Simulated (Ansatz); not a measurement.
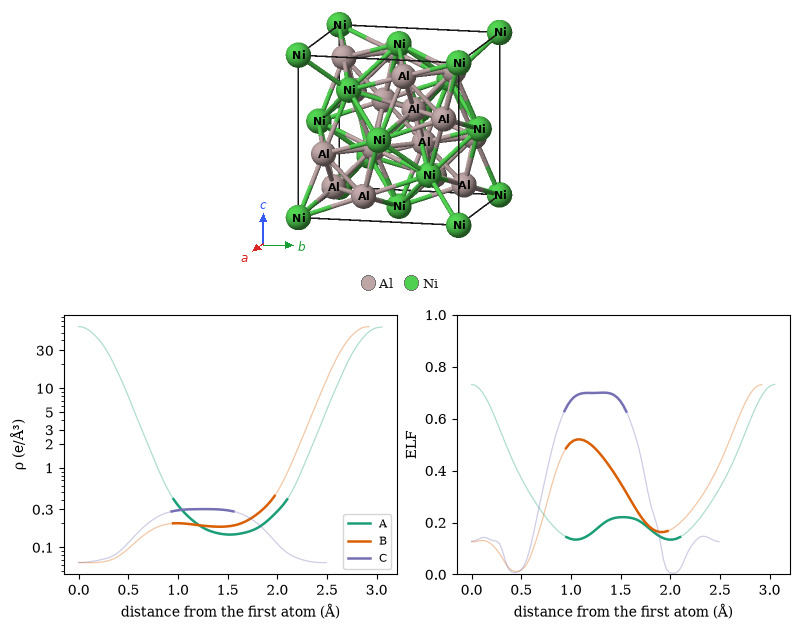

*Al2Ni. Valence pseudo-density and electron localisation function along straight lines between neighbouring atoms. Thin, pale parts lie inside the atomic spheres. The structure is drawn too.*

Space group Fd-3m; a structure generated by program, which may or may not match a known phase; computed without spin polarisation.

Level of theory: Ansatz 0.2.0, DFT PBE, scalar-relativistic, plane waves, PAW.

The density is the valence pseudo-density of a PAW calculation; it isn't the true density close to the nuclei.

Question: Which curve belongs to which contact (Al–Al, Al–Ni and Ni–Ni)? The first atom named is at distance zero.

Answer: Curve A: Ni–Ni (3.05 Å): ρ at the midpoint is about 0.14 e/Å³; the ELF is about 0.20 at the midpoint: no localised pair shows between them. Curve B: Al–Ni (2.92 Å): the density is about 0.18 e/Å³ at the midpoint; the ELF is about 0.40 at the midpoint; no localised pair shows between them. Curve C: Al–Al (2.49 Å): ρ is about 0.3 e/Å³ halfway; the ELF peaks at about 0.70 between the atoms.
